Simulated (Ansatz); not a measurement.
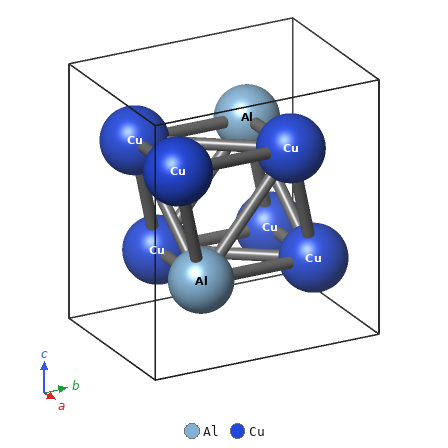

System: AlCu₃, space group P6_3/mmc (No. 194). The picture shows the conventional cell.

Structure:
```cif
data_structure
_symmetry_space_group_name_H-M 'P 1'
_symmetry_Int_Tables_number 1
_cell_length_a 5.1446
_cell_length_b 5.1446
_cell_length_c 4.1761
_cell_angle_alpha 90.000
_cell_angle_beta 90.000
_cell_angle_gamma 120.000
_cell_volume 95.72
loop_
_atom_site_label
_atom_site_type_symbol
_atom_site_fract_x
_atom_site_fract_y
_atom_site_fract_z
_atom_site_occupancy
Al1 Al 0.66667 0.33333 0.25000 1
Al2 Al 0.33333 0.66667 0.75000 1
Cu1 Cu 0.33057 0.16528 0.75000 1
Cu2 Cu 0.83472 0.16528 0.75000 1
Cu3 Cu 0.83472 0.66943 0.75000 1
Cu4 Cu 0.66943 0.83472 0.25000 1
Cu5 Cu 0.16528 0.83472 0.25000 1
Cu6 Cu 0.16528 0.33057 0.25000 1
```

Calculation (Ansatz 0.2.0): harmonic phonon frequencies at the zone centre with atoms at rest in the given cell, without the long-range term of polar modes, the three translations left out, imaginary frequencies are negative; plane waves with PAW datasets, Γ-centred k mesh. Level: PBEsol, no spin polarisation.

- wave cutoff: 420 eV
- k mesh: 12×12×8
- occupations: Fermi–Dirac
- smearing width: 0.15 eV
- pressure: 0 GPa
- phonon method: linear response

Predict the zone-centre optical phonon frequencies (the three acoustic modes are left out).

No frequency is imaginary, so the structure is stable to these displacements (zone-boundary modes weren't tested here). The highest mode lies at 311.2 cm⁻¹. The optical modes lie at 119.6 (×2), 129.8, 137.3 (×2), 142.8 (×2), 170.7, 172.7, 185.3 (×2), 193.4 (×2), 214.2, 230.2, 284.5, 296.4 (×2), 308.0 (×2), 311.2 cm⁻¹.

```csv
frequency (cm⁻¹)
119.6
119.6
129.8
137.3
137.3
142.8
142.8
170.7
172.7
185.3
185.3
193.4
193.4
214.2
230.2
284.5
296.4
296.4
308.0
308.0
311.2
```

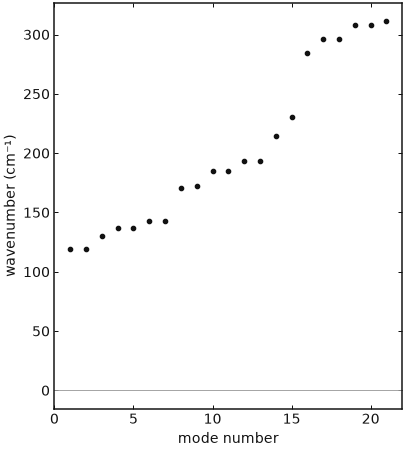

Limits of the calculation: metal sensitive to the k mesh.
